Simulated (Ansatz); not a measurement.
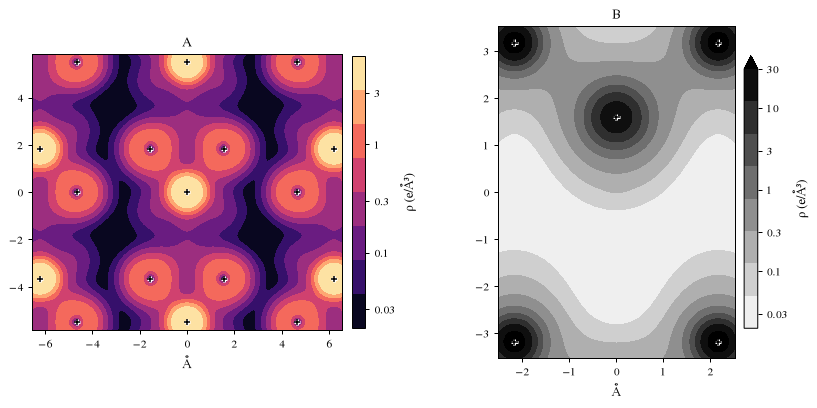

The valence electron density of 2 systems, each on a plane through atoms (crosses mark nuclei in the plane).

Method: DFT, HSE06, plane waves, PAW (Ansatz 0.2.0).

System 1: GaSb, the (100) plane of the conventional cell. Space group I-4m2; started from the measured structure prototype, which need not be the ambient phase; changed on purpose from its base cell (uniaxial z strain +3.7%).

```
Ga Sb
1.0
     3.06588    3.06588    0.00000
    -3.06588    3.06588    0.00000
     0.00000    0.00000    6.36048
Ga Sb
2 2
Direct
  0.00000 0.00000 0.00000
  0.50000 0.50000 0.50000
  0.50000 0.00000 0.25000
  0.00000 0.50000 0.75000
```

System 2: MoS₂, the (110) plane of the conventional cell. Space group P6₃/mmc; started from the measured structure prototype, which need not be the ambient phase; not relaxed (largest force 0.4 eV/Å); computed pressure about −2 GPa in this cell; computed without spin polarisation.

Match each panel to its system.

Panel A is system 2, MoS₂: the plane holds Mo and S. Mo–S (2.40 Å): ρ at the midpoint is about 0.62 e/Å³. Panel B is system 1, GaSb: the plane holds Ga and Sb. Ga–Sb (2.69 Å): ρ at the midpoint is about 0.41 e/Å³.
